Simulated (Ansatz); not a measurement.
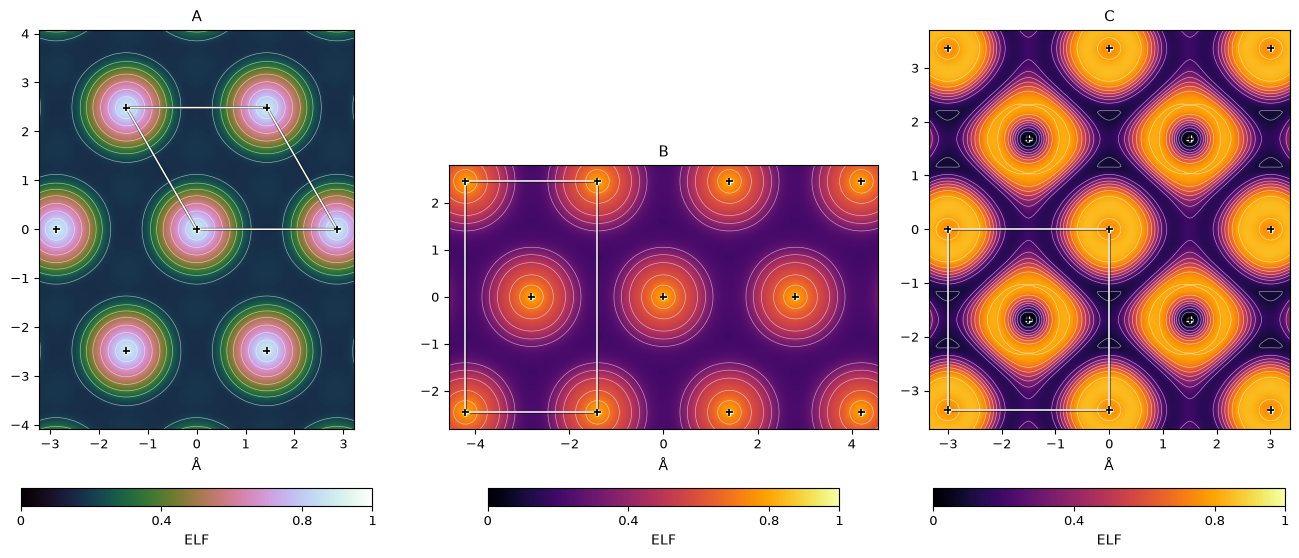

The ELF of 3 systems, each on a plane through atoms (crosses mark nuclei in the plane).

These are results of DFT PBEsol, scalar-relativistic, plane waves, PAW in Ansatz, not measurements.

System 1: Au, the (101̄) plane of the conventional cell. Space group I4/mmm; changed on purpose from its base cell (strain -0.030 along x and y, -0.015 along z, atoms carried along); computed pressure about 15 GPa in this cell; computed without spin polarisation.

```
Au
1.0
     1.98413   -1.98413    0.00000
     1.98413    1.98413    0.00000
     0.00000    0.00000    4.02963
Au
2
Direct
  0.00000 0.00000 0.00000
  0.50000 0.50000 0.50000
```

System 2: Ag, the (001) plane of the conventional cell. Space group P6₃/mmc.

System 3: HfN, the (001) plane of the conventional cell. Space group Immm; changed on purpose from its base cell (strain +0.1125 x Voigt [0, 0, 0, 0, 1, 0], atoms carried along); computed without spin polarisation.

```xyz
4
Lattice="2.1242 0.0000 -2.1242 -2.3774 0.0000 -2.3774 0.0000 4.5016 0.0000" Properties=species:S:1:pos:R:3 pbc="T T T"
Hf   -0.1266    2.2508   -2.2508
Hf    0.0000    0.0000    0.0000
N    -0.1266    0.0000   -2.2508
N     0.0000    2.2508    0.0000
```

Question: Which map belongs to which system?

Answer: Panel A is system 2, Ag: the plane holds Ag. Ag–Ag (2.87 Å): the ELF is about 0.15 at the midpoint (no localised pair shows between them). Panel B is system 1, Au: the plane holds Au. Au–Au (2.81 Å): the ELF is about 0.20 at the midpoint; no localised pair shows between them. Panel C is system 3, HfN: the plane holds Hf and N. Hf–N (2.25 Å): the ELF peaks at about 0.80 in the valence shell of N, 0.6 Å from its nucleus, and drops to about 0.15 between the two atoms: no localised pair shows between them.
